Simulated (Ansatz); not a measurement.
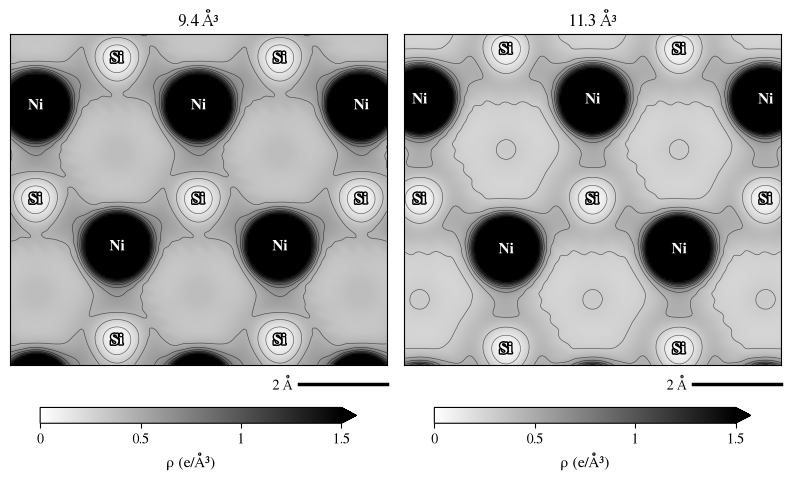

SiNi₂. The valence pseudo-density of cells scaled evenly to different volumes (given per atom above each panel), on the (001) plane of each (indices in the axes of the cell below), at one length scale and on one colour scale.

Computed without spin polarisation.

The calculation used Ansatz 0.2.0, DFT PBEsol, scalar-relativistic, plane waves, PAW.

The largest cell:

```
CELL_PARAMETERS angstrom
3.94583 0.00000 0.00000
-1.97292 3.41719 0.00000
0.00000 0.00000 5.01532
ATOMIC_POSITIONS crystal
Si 0.33333 0.66667 0.75000
Si 0.66667 0.33333 0.25000
Ni 0.00000 0.00000 0.00000
Ni 0.00000 0.00000 0.50000
Ni 0.33333 0.66667 0.25000
Ni 0.66667 0.33333 0.75000
```

| volume (Å³/atom) | Si–Ni contact in the plane (Å) | ρ at its midpoint (e/Å³) | pressure (GPa) | 
| --- | --- | --- | --- |
| 9.40 | 2.144 | 0.622 | 37.1 | 
| 10.62 | 2.234 | ? | ? | 
| 11.27 | 2.278 | 0.501 | −11.8 | 

Estimate the missing row, and compare with the calculation.

Answer. Over the known rows ln ρ falls by 1.61 per Å of Si–Ni distance (the line through the two), which gives 0.538 e/Å³ at 2.234 Å; the calculation gives 0.541 e/Å³. For the pressure, a straight line in volume between the neighbouring rows gives 5.2 GPa; the calculation gives 0.0, lower because pressure rises ever faster on compression.
